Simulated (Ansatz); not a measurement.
**Ag: geometry relaxation (part 1 of 2)**

- system: Ag (slab, 10 atoms in the cell)
- method: DFT PBEsol, scalar-relativistic, plane waves, PAW, no spin polarisation (Ansatz 0.2.0)

The structure derives from an entry of the Crystallography Open Database. It belongs to a series of runs on one base structure; here: (1 0 1) slab, atoms relaxed.

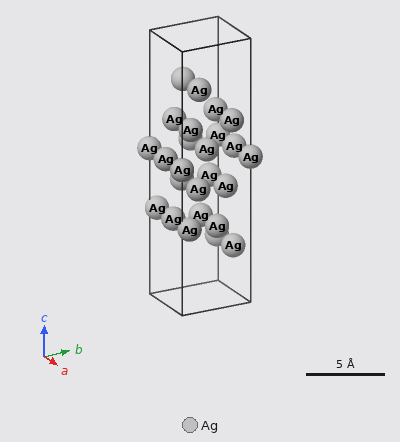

Fig. 1: The structure as given in the input (spheres-only view of the 2 × 1 repeat of the cell, with the vacuum cut short, seen slightly off an axis). An atom can appear more than once, as a periodic image.

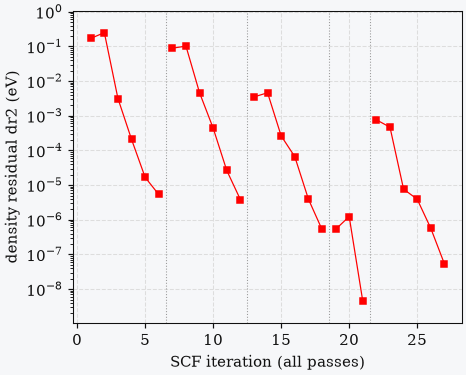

Fig. 2: Convergence of the self-consistent field: density residual dr2 against the SCF iteration. The dotted lines part the SCF passes of the relaxation: geometry steps, rejected trials and re-solves on a re-selected basis. The 5 passes take 3 to 6 iterations each, 27 in all.

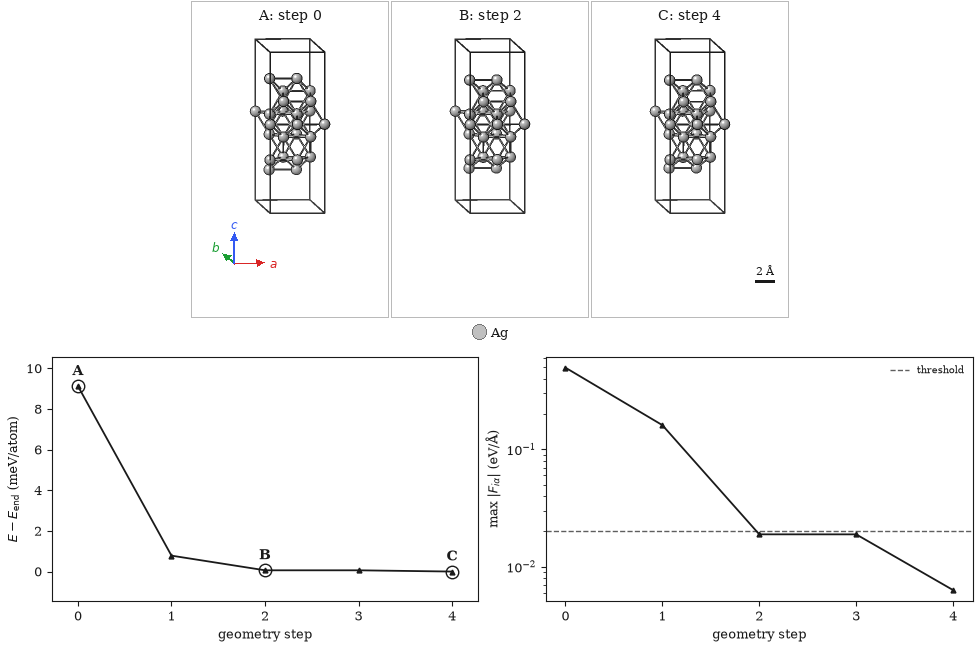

Fig. 3: Frames of the relaxation (ball-and-stick view of the 2 × 1 repeat of the cell, with the vacuum cut short, seen slightly off an axis) above the curves, on which the letters mark them (the first geometry is step 0 here and step 1 in the log).

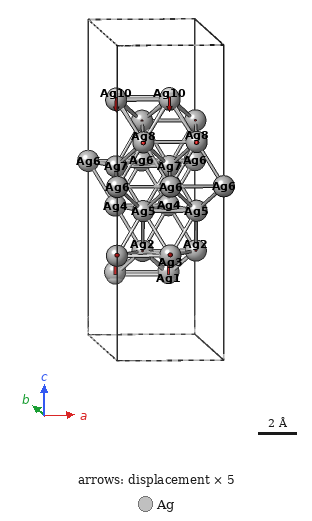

Fig. 4: Start (faint) and end (solid) with the displacements as red arrows, magnified 5 times (ball-and-stick view of the 2 × 1 repeat of the cell, with the vacuum cut short, seen slightly off an axis). After 4 geometry steps the energy has fallen by 9.1 meV per atom. Largest force component: 0.5 eV/Å at the start, 0.0063 eV/Å at the end. The largest moves, 0.17 Å, are those of Ag1 and Ag10. The cell stays as it was. Among the contacts that change: Ag1–Ag3 2.867 → 2.762 Å, Ag1–Ag2 2.871 → 2.786 Å, Ag2–Ag3 2.871 → 2.934 Å, Ag2–Ag4 2.867 → 2.890 Å. Among the angles that change: Ag2–Ag1–Ag3 90.0° → 95.4°, Ag2–Ag1–Ag3 60.0° → 63.9°, Ag3–Ag1–Ag3 60.0° → 62.5°. (Atoms are counted from 1 in the order of the input.)

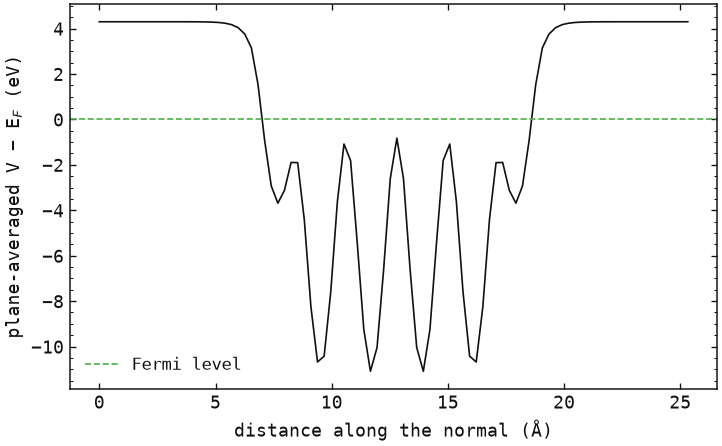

Fig. 5: Plane average of the electrostatic potential energy of an electron across the cell, from the Fermi level. The vacuum level lies 4.30 eV above the Fermi level.

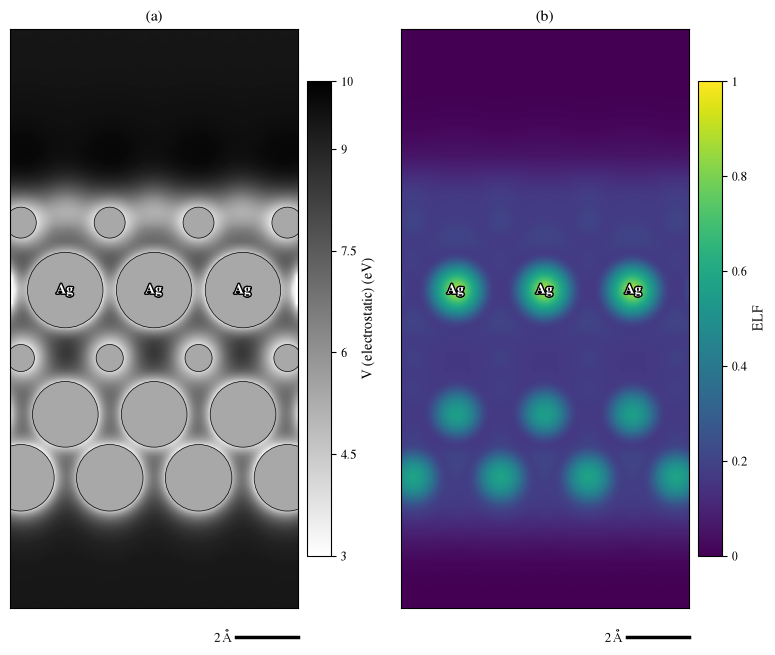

Fig. 6: (a) electrostatic potential energy of an electron; (b) electron localisation function on the (010) plane of the calculation cell, a cut from vacuum to vacuum. Grey discs, where drawn, cover atomic cores. Atoms in the plane: Ag. Ag–Ag (2.87 Å): the ELF is about 0.15 at the midpoint (no localised pair between them). The strong features right at Ag lie inside the PAW spheres (semicore, d or f shells) and say nothing about bonding. Core electrons are frozen (PAW), so the fields are smoothed inside the atomic spheres.

The input that produced these results follows, with the program's output.

## Input
```yaml
crystal:
  lattice:
    - [2.8670626724, 0.0, 0.0]
    - [-1.4335313362, 5.3073385862, 0.0]
    - [0.0, 0.0, 25.6066151603]
  atoms:
    - { symbol: Ag, position: [0.4388364673, 0.8776729346, 0.2928930651] }
    - { symbol: Ag, position: [0.7800314206, 0.5600628412, 0.3643092495] }
    - { symbol: Ag, position: [0.0482704113, 0.0965408225, 0.3785924864] }
    - { symbol: Ag, position: [0.3894653646, 0.7789307291, 0.4500086709] }
    - { symbol: Ag, position: [0.6577043552, 0.3154087104, 0.4642919078] }
    - { symbol: Ag, position: [0.9988993085, 0.997798617, 0.5357080922] }
    - { symbol: Ag, position: [0.2671382992, 0.5342765983, 0.5499913291] }
    - { symbol: Ag, position: [0.6083332525, 0.2166665049, 0.6214075136] }
    - { symbol: Ag, position: [0.8765722431, 0.7531444863, 0.6356907505] }
    - { symbol: Ag, position: [0.2177671964, 0.4355343929, 0.7071069349] }
basis:
  ecutwfc: 420
kpoints:
  mp_grid: { grid: [12, 7, 1] }
hamiltonian:
  xc: pbesol
scf:
  occupations: { method: gaussian, width: 0.1 }
output:
  forces: true
  eigenvalues: true
  write_density: true
  write_potential: true
  elf: true
  volumetric_format: npy
relax:
  adjacent_minimum: "off"
  f_tol: 0.02
  max_steps: 60
efield:
  axis: 3
  dipole_correction: true
  ramp_width: 0.04
```

Command:
```bash
ansatz run input.yaml --threads 2 --pin off --max-ram 5120MiB --backend cpu --events-out ev --progress --plain --runs-dir out
```

## Log
```
Warning: crystal.symmetry: narrowed to the stabiliser of the k-point mesh — unitary ops 2 → 1; excluded 1 operation that carries a point of the 12×7×1 mesh (shift [0, 0, 0]) off the mesh (the run samples exactly the mesh kpoints.mp_grid names, as under crystal.symmetry.detect: false, and its converged state has the mesh's symmetry, not the crystal's; ε∞, the Born charges and the force constants of a linear response (`dielectric:` by the response, `phonons.method: dfpt`) are averaged over those of the crystal's operations that the state keeps within a tolerance, where `mesh_tensors`, `unaveraged_element` or `gamma_mean_max_change_ev_ang2` stands beside them; a row that `dielectric.field_direction` solves alone is averaged likewise, with nothing beside; a Γ-centred mesh of equal divisions is mapped onto itself by every operation and keeps the whole group, as does a half-shifted one under kpoints.further_shifts: images)
Engine: ansatz 0.2.0, x86_64-unknown-linux-gnu
Pseudopotentials: kind: paw
Pseudopotential: Ag, paw, valence charge 19, recommended cutoff 420 eV (normal), Ag.paw.azcp
Functional definition: PBEsol
  exchange = pbesol_x
  correlation = pbesol_c
Crystal: 10 atoms, lattice volume = 389.642 Å³
Basis set: ecut = 420 eV, 7625 PW (Γ), exchange–correlation on 40×80×360 points (8 copies of the dense FFT grid, shifted against one another)
Bands: 114, of which v1, the nominal top of the filled ones, is band 95 counted from 1 (94 counted from 0)
Symmetry: 1 space group operations
k-points: 43 of 84 (time reversal used)
Non-local potential: Ag, projectors of the file, l = 0: 3, l = 1: 2, l = 2: 2, l = 3: 1
PAW form: soft (Blöchl's): semilocal exchange-correlation on the pseudo side does not see the compensation charge
PAW frozen core: Ag, regenerated for the run's functional, and the local potential with it (the file was generated under x = pbe(κ = 0.804, μ = 0.2195149727645171), c = pbe(β = 0.06672455060314922))
PAW one-centre angular grid: Ag, 590 points (default); XC on 64 Gauss nodes
Initial density: superposition of atomic densities (neutral atoms: chi_scale 0, normalization atom), corrected by the library's trained network
Initial wavefunctions: pseudopotential atomic-orbital guess
Functional: x = pbesol(κ = 0.804, μ = 0.12345679012345678), c = pbesol(β = 0.046)
SCF iter   1: F=—  HF=-75219.814307 eV  |F-HF|=—  |Δ(HF+E_count)|=         —  Δρ=6.15e-3  dr2=1.70e-1  ethr=1.77e-3  p=-0.000 e·Å  D=-5.41e-12 V/Å  ΔV_dip=0.00 eV  dr2_dipole=9.37e-9  V_vac-E_F(+/−)=4.17/4.17 eV  ⟨swp⟩=6.4  Hψ=19176  notcnv=0  defer=227
efield: sawtooth ramp at fractional position 0.9800 (placed from the atoms, in the widest stretch of the axis that holds none; the zero of the levels goes with the place), width 0.0400; the density the first Hamiltonian is built on has a dipole p = -0.000 e·Å; the dipole correction subtracts the counter field D = -5.41e-12 V/Å, which shifts the + side's vacuum level by +0.00 eV against the − side's; the planar-averaged density in the ramp window peaks in size at 7.4e-6 e/Å³
preconditioner: auto → LDOS  [metal: Δε(μ)=0.027 eV  Ē_g=9.050 eV  σ=0.100 eV  W_gap=0.15  n_scr=90 (ndim 8)  ℏωp=19.7 eV  f_vac=0.521  D(μ)=3.59/eV (n_scr^D=20)  β→1.0]
SCF iter   2: F=—  HF=-75219.857084 eV  |F-HF|=—  |Δ(HF+E_count)|=   4.28e-2  Δρ=9.05e-3  dr2=2.50e-1  ethr=8.93e-5  p=-0.000 e·Å  D=-1.93e-5 V/Å  ΔV_dip=0.00 eV  dr2_dipole=2.83e-7  V_vac-E_F(+/−)=4.31/4.31 eV  ⟨swp⟩=2.0  Hψ=10032  notcnv=0  defer=549
SCF iter   3: F=—  HF=-75219.783606 eV  |F-HF|=—  |Δ(HF+E_count)|=   7.35e-2  Δρ=9.81e-4  dr2=3.14e-3  ethr=8.93e-5  p=-0.000 e·Å  D=-8.80e-7 V/Å  ΔV_dip=0.00 eV  dr2_dipole=5.99e-10  V_vac-E_F(+/−)=4.29/4.29 eV  ⟨swp⟩=2.0  Hψ=8175  notcnv=0  defer=549
SCF iter   4: F=—  HF=-75219.782504 eV  |F-HF|=—  |Δ(HF+E_count)|=   1.10e-3  Δρ=1.93e-4  dr2=2.08e-4  ethr=1.65e-6  p=-0.000 e·Å  D=-1.72e-6 V/Å  ΔV_dip=0.00 eV  dr2_dipole=4.76e-10  V_vac-E_F(+/−)=4.29/4.29 eV  ⟨swp⟩=3.5  Hψ=10225  notcnv=0  defer=548
SCF iter   5: F=—  HF=-75219.782479 eV  |F-HF|=—  |Δ(HF+E_count)|=   2.53e-5  Δρ=5.64e-5  dr2=1.67e-5  ethr=1.10e-7  p=-0.000 e·Å  D=-3.11e-7 V/Å  ΔV_dip=0.00 eV  dr2_dipole=2.99e-10  V_vac-E_F(+/−)=4.30/4.30 eV  ⟨swp⟩=2.1  Hψ=7000  notcnv=0  defer=548
SCF iter   6: F=-75219.782475 eV  HF=-75219.782479 eV  |F-HF|=3.63e-6  |Δ(HF+E_count)|=   4.59e-8  Δρ=3.93e-5  dr2=5.35e-6  ethr=5.26e-9  p=-0.000 e·Å  D=-4.62e-7 V/Å  ΔV_dip=0.00 eV  dr2_dipole=4.05e-12  V_vac-E_F(+/−)=4.30/4.30 eV  ⟨swp⟩=21.7  Hψ=51491  notcnv=0
SCF 1 converged in 6 iterations: F = -75219.782475 eV  dr2 = 5.35e-6
  greatest PAW one-centre occupation: 1.001 electrons in one spin orbital (limit 2), on the Ag atom at site 5 (counted from 0), in its partial waves of l = 0
relax step   1: F+E_penalty+E_count = -75219.78247503 eV  Δ(F+E_penalty+E_count) = +0.000e0 eV  max|allowed force component| = 4.974e-1 eV/Å  Δτ_max = 0.0000 Å  (6 SCF iters, dr2 threshold 1.00e-5 eV, accepted)
Initial density: handed on by an earlier stage of this run
Initial wavefunctions: those handed on with the density
iter 1 solved again at ethr=4.78e-5 eV; its pass at ethr=3.10e-3 eV (dr2=9.08e-2 eV) is discarded
SCF iter   1: F=—  HF=-75219.891488 eV  |F-HF|=—  |Δ(HF+E_count)|=         —  Δρ=4.47e-3  dr2=8.88e-2  ethr=4.78e-5  p=-0.000 e·Å  D=-4.62e-7 V/Å  ΔV_dip=0.00 eV  dr2_dipole=4.34e-11  V_vac-E_F(+/−)=4.28/4.28 eV  ⟨swp⟩=2.0  Hψ=18653  notcnv=0  defer=532
efield: sawtooth ramp at fractional position 0.9800 (handed on by an earlier solve), width 0.0400; the density the first Hamiltonian is built on has a dipole p = -0.000 e·Å; the dipole correction subtracts the counter field D = -4.62e-7 V/Å, which shifts the + side's vacuum level by +0.00 eV against the − side's; the planar-averaged density in the ramp window peaks in size at 4.2e-7 e/Å³
preconditioner: auto → LDOS  [metal: Δε(μ)=0.026 eV  Ē_g=9.251 eV  σ=0.100 eV  W_gap=0.15  n_scr=90 (ndim 8)  ℏωp=19.7 eV  f_vac=0.530  D(μ)=3.54/eV (n_scr^D=20)  β→1.0]
SCF iter   2: F=—  HF=-75219.893430 eV  |F-HF|=—  |Δ(HF+E_count)|=   1.94e-3  Δρ=5.00e-3  dr2=1.02e-1  ethr=4.68e-5  p=0.000 e·Å  D=2.40e-5 V/Å  ΔV_dip=-0.00 eV  dr2_dipole=1.48e-8  V_vac-E_F(+/−)=4.36/4.36 eV  ⟨swp⟩=2.0  Hψ=8363  notcnv=0  defer=532
SCF iter   3: F=—  HF=-75219.866632 eV  |F-HF|=—  |Δ(HF+E_count)|=   2.68e-2  Δρ=8.43e-4  dr2=4.60e-3  ethr=4.68e-5  p=0.000 e·Å  D=4.01e-7 V/Å  ΔV_dip=-0.00 eV  dr2_dipole=3.99e-10  V_vac-E_F(+/−)=4.30/4.30 eV  ⟨swp⟩=2.0  Hψ=8602  notcnv=0  defer=538
SCF iter   4: F=—  HF=-75219.865989 eV  |F-HF|=—  |Δ(HF+E_count)|=   6.43e-4  Δρ=3.60e-4  dr2=4.39e-4  ethr=2.42e-6  p=0.000 e·Å  D=3.16e-6 V/Å  ΔV_dip=-0.00 eV  dr2_dipole=8.80e-10  V_vac-E_F(+/−)=4.30/4.30 eV  ⟨swp⟩=2.0  Hψ=8524  notcnv=0  defer=542
SCF iter   5: F=—  HF=-75219.865895 eV  |F-HF|=—  |Δ(HF+E_count)|=   9.39e-5  Δρ=4.87e-5  dr2=2.64e-5  ethr=2.31e-7  p=0.000 e·Å  D=3.91e-7 V/Å  ΔV_dip=-0.00 eV  dr2_dipole=1.89e-10  V_vac-E_F(+/−)=4.30/4.30 eV  ⟨swp⟩=2.3  Hψ=8264  notcnv=0  defer=547
SCF iter   6: F=-75219.865897 eV  HF=-75219.865899 eV  |F-HF|=1.76e-6  |Δ(HF+E_count)|=   4.38e-6  Δρ=2.55e-5  dr2=3.83e-6  ethr=8.14e-9  p=0.000 e·Å  D=2.41e-7 V/Å  ΔV_dip=-0.00 eV  dr2_dipole=2.55e-11  V_vac-E_F(+/−)=4.30/4.30 eV  ⟨swp⟩=20.1  Hψ=45156  notcnv=0
SCF 2 converged in 6 iterations: F = -75219.865897 eV  dr2 = 3.83e-6
relax step   2: F+E_penalty+E_count = -75219.86589750 eV  Δ(F+E_penalty+E_count) = -8.342e-2 eV  max|allowed force component| = 1.609e-1 eV/Å  Δτ_max = 0.1970 Å  (6 SCF iters, dr2 threshold 1.55e-5 eV, accepted)
SCF iter   1: F=—  HF=-75219.874357 eV  |F-HF|=—  |Δ(HF+E_count)|=         —  Δρ=9.52e-4  dr2=3.49e-3  ethr=2.09e-5  p=0.000 e·Å  D=2.41e-7 V/Å  ΔV_dip=-0.00 eV  dr2_dipole=6.40e-11  V_vac-E_F(+/−)=4.30/4.30 eV  ⟨swp⟩=3.0  Hψ=10201  notcnv=0  defer=550
efield: sawtooth ramp at fractional position 0.9800 (handed on by an earlier solve), width 0.0400; the density the first Hamiltonian is built on has a dipole p = 0.000 e·Å; the dipole correction subtracts the counter field D = 2.41e-7 V/Å, which shifts the + side's vacuum level by -0.00 eV against the − side's; the planar-averaged density in the ramp window peaks in size at 6.0e-7 e/Å³
preconditioner: auto → LDOS  [metal: Δε(μ)=0.008 eV  Ē_g=9.243 eV  σ=0.100 eV  W_gap=0.04  n_scr=90 (ndim 8)  ℏωp=19.7 eV  f_vac=0.528  D(μ)=3.43/eV (n_scr^D=16)  β→1.0]
SCF iter   2: F=—  HF=-75219.874332 eV  |F-HF|=—  |Δ(HF+E_count)|=   2.41e-5  Δρ=9.67e-4  dr2=4.60e-3  ethr=1.84e-6  p=-0.000 e·Å  D=-3.73e-7 V/Å  ΔV_dip=0.00 eV  dr2_dipole=1.25e-10  V_vac-E_F(+/−)=4.28/4.28 eV  ⟨swp⟩=2.6  Hψ=9851  notcnv=0  defer=550
SCF iter   3: F=—  HF=-75219.873267 eV  |F-HF|=—  |Δ(HF+E_count)|=   1.07e-3  Δρ=2.67e-4  dr2=2.62e-4  ethr=1.84e-6  p=0.000 e·Å  D=1.05e-6 V/Å  ΔV_dip=-0.00 eV  dr2_dipole=1.98e-11  V_vac-E_F(+/−)=4.30/4.30 eV  ⟨swp⟩=2.0  Hψ=8097  notcnv=0  defer=550
SCF iter   4: F=—  HF=-75219.873126 eV  |F-HF|=—  |Δ(HF+E_count)|=   1.41e-4  Δρ=1.44e-4  dr2=6.61e-5  ethr=1.38e-7  p=-0.000 e·Å  D=-7.79e-7 V/Å  ΔV_dip=0.00 eV  dr2_dipole=5.70e-11  V_vac-E_F(+/−)=4.30/4.30 eV  ⟨swp⟩=2.6  Hψ=8390  notcnv=0  defer=550
SCF iter   5: F=—  HF=-75219.873110 eV  |F-HF|=—  |Δ(HF+E_count)|=   1.64e-5  Δρ=3.50e-5  dr2=3.97e-6  ethr=3.48e-8  p=-0.000 e·Å  D=-1.39e-7 V/Å  ΔV_dip=0.00 eV  dr2_dipole=4.39e-13  V_vac-E_F(+/−)=4.30/4.30 eV  ⟨swp⟩=2.0  Hψ=7243  notcnv=0  defer=550
SCF iter   6: F=-75219.873109 eV  HF=-75219.873109 eV  |F-HF|=4.02e-7  |Δ(HF+E_count)|=   9.54e-7  Δρ=1.17e-5  dr2=5.26e-7  ethr=8.52e-10  p=-0.000 e·Å  D=-1.87e-7 V/Å  ΔV_dip=0.00 eV  dr2_dipole=8.05e-12  V_vac-E_F(+/−)=4.30/4.30 eV  ⟨swp⟩=18.4  Hψ=41652  notcnv=0
SCF 3 converged in 6 iterations: F = -75219.873109 eV  dr2 = 5.26e-7
relax step   3: F+E_penalty+E_count = -75219.87310851 eV  Δ(F+E_penalty+E_count) = -7.211e-3 eV  max|allowed force component| = 1.888e-2 eV/Å  Δτ_max = 0.0389 Å  (6 SCF iters, dr2 threshold 1.62e-6 eV, accepted)
iter 1 solved again at ethr=2.77e-10 eV; its pass at ethr=3.10e-3 eV (dr2=5.27e-7 eV) is discarded
SCF iter   1: F=—  HF=-75219.873105 eV  |F-HF|=—  |Δ(HF+E_count)|=         —  Δρ=1.17e-5  dr2=5.27e-7  ethr=2.77e-10  p=-0.000 e·Å  D=-1.87e-7 V/Å  ΔV_dip=0.00 eV  dr2_dipole=6.93e-12  V_vac-E_F(+/−)=4.30/4.30 eV  ⟨swp⟩=1.0  Hψ=11696  notcnv=0
efield: sawtooth ramp at fractional position 0.9800 (handed on by an earlier solve), width 0.0400; the density the first Hamiltonian is built on has a dipole p = -0.000 e·Å; the dipole correction subtracts the counter field D = -1.87e-7 V/Å, which shifts the + side's vacuum level by +0.00 eV against the − side's; the planar-averaged density in the ramp window peaks in size at 5.2e-7 e/Å³
preconditioner: auto → LDOS  [metal: Δε(μ)=0.003 eV  Ē_g=9.238 eV  σ=0.100 eV  W_gap=0.02  n_scr=90 (ndim 8)  ℏωp=19.7 eV  f_vac=0.528  D(μ)=3.43/eV (n_scr^D=16)  β→1.0]
SCF iter   2: F=—  HF=-75219.873109 eV  |F-HF|=—  |Δ(HF+E_count)|=   4.45e-6  Δρ=1.85e-5  dr2=1.24e-6  ethr=2.77e-10  p=0.000 e·Å  D=1.86e-7 V/Å  ΔV_dip=-0.00 eV  dr2_dipole=3.66e-12  V_vac-E_F(+/−)=4.30/4.30 eV  ⟨swp⟩=2.2  Hψ=8138  notcnv=0
SCF iter   3: F=-75219.873109 eV  HF=-75219.873109 eV  |F-HF|=7.86e-10  |Δ(HF+E_count)|=   2.92e-7  Δρ=8.23e-7  dr2=4.48e-9  ethr=5.26e-11  p=-0.000 e·Å  D=-5.73e-8 V/Å  ΔV_dip=0.00 eV  dr2_dipole=1.97e-13  V_vac-E_F(+/−)=4.30/4.30 eV  ⟨swp⟩=10.9  Hψ=37084  notcnv=0
SCF 4 converged in 3 iterations: F = -75219.873109 eV  dr2 = 4.48e-9
  greatest PAW one-centre occupation: 1.001 electrons in one spin orbital (limit 2), on the Ag atom at site 4 (counted from 0), in its partial waves of l = 0
relax step   4: F+E_penalty+E_count = -75219.87310883 eV  Δ(F+E_penalty+E_count) = -3.121e-7 eV  max|allowed force component| = 1.887e-2 eV/Å  Δτ_max = 0.0000 Å  (3 SCF iters, accepted)
```
